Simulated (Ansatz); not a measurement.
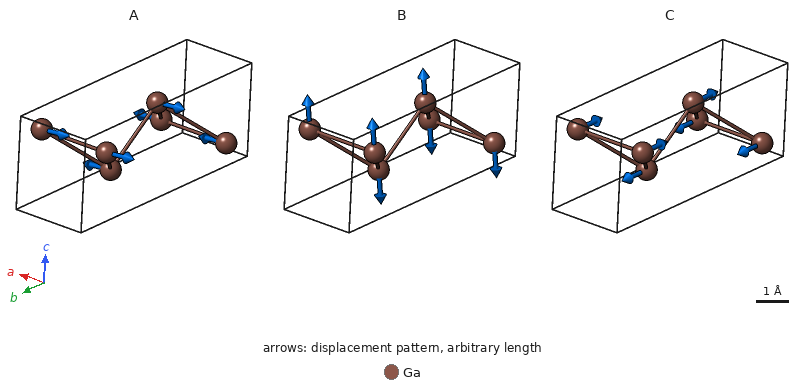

Three optical modes of solid Ga at the zone centre, in no order. The blue arrows are the displacements of the atoms (eigenvector over the root of the mass), of arbitrary overall length and sign. The picture is a ball-and-stick view of the conventional cell (2 times the calculation's cell), seen from a free direction. Lengths and directions refer to the drawn axes.

The calculation used DFT PBEsol, scalar-relativistic, plane waves, PAW in Ansatz 0.2.0. Set-up: plane-wave cutoff 420 eV; k-point mesh 16 × 16 × 12; occupations fermi dirac; smearing width 0.15 eV; no spin polarisation.

The frequencies depend somewhat on the k-mesh and the smearing.

Question: Order them from the lowest to the highest frequency (imaginary ones first).

Answer: A (47 cm⁻¹), B (122 cm⁻¹), C (192 cm⁻¹). A, B_g: All motion is roughly along a; atoms of one kind move against one another, with no net shift of their sublattice. B, B_g: All motion is roughly along [1 0 3]; atoms of one kind move against one another, with no net shift of their sublattice. C, A_g: All motion is along b; atoms of one kind move against one another, with no net shift of their sublattice. The crystal is metallic in this run.
